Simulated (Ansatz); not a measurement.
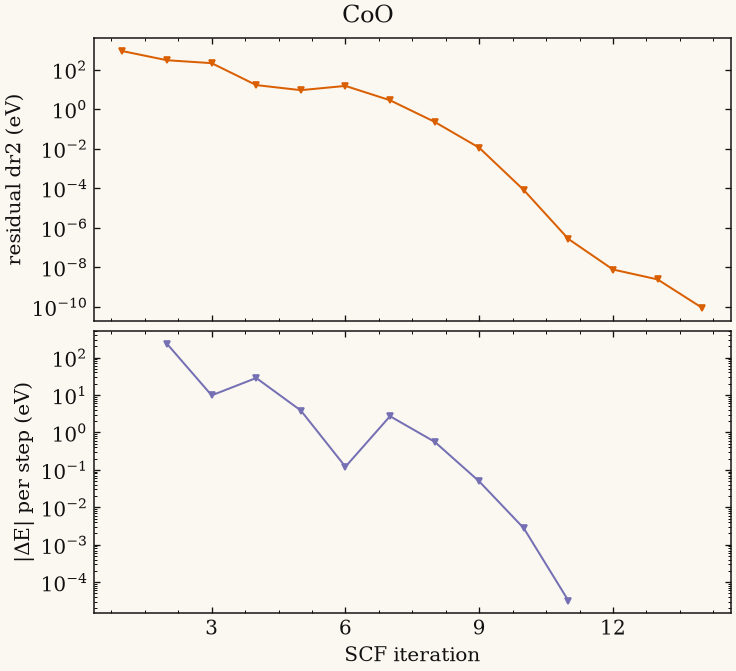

The plot shows the SCF iterations of a calculation: density residual dr2, step-to-step change of the Harris–Foulkes energy. Energy differences below 3 × 10⁻⁶ eV aren't drawn. dr2 is the charge part; the magnetisation has a residual of its own.

CoO (2 atoms in the cell, total charge −6), run with Ansatz.

```
crystal:
  lattice:
    - [0.0, 2.102698967, 2.102698967]
    - [2.102698967, 0.0, 2.102698967]
    - [2.102698967, 2.102698967, 0.0]
  atoms:
    - { symbol: Co, position: [0.0, 0.0, 0.0], spin: 2.74 }
    - { symbol: O, position: [0.5, 0.5, 0.5], spin: 0.35 }
basis:
  ecutwfc: 420
kpoints:
  mp_grid: { grid: [16, 16, 16] }
hamiltonian:
  xc: pbe
scf:
  occupations: { method: gaussian, width: 0.1 }
  max_iter: 60
output:
  forces: true
  eigenvalues: true
  stress: true
magnetization:
  spin_polarized: true
total_charge: -6
```

Launched with:
```bash
ansatz run input.yaml --threads 1 --pin off --max-ram 2560MiB --backend cpu --events-out ev --progress --plain --runs-dir out
```

Did the calculation converge?

Answer. Converged, in 14 iterations. The residual falls almost steadily, with no more than small rises or pauses.

What is the residual at the start and at the end?

Answer. It starts near 900 and ends near 9 × 10⁻¹¹ eV.

Is anything amiss with this input?

Answer. The input holds a fault (a charge that the system can't hold). The SCF closed all the same, which doesn't make the results meaningful for the real system.
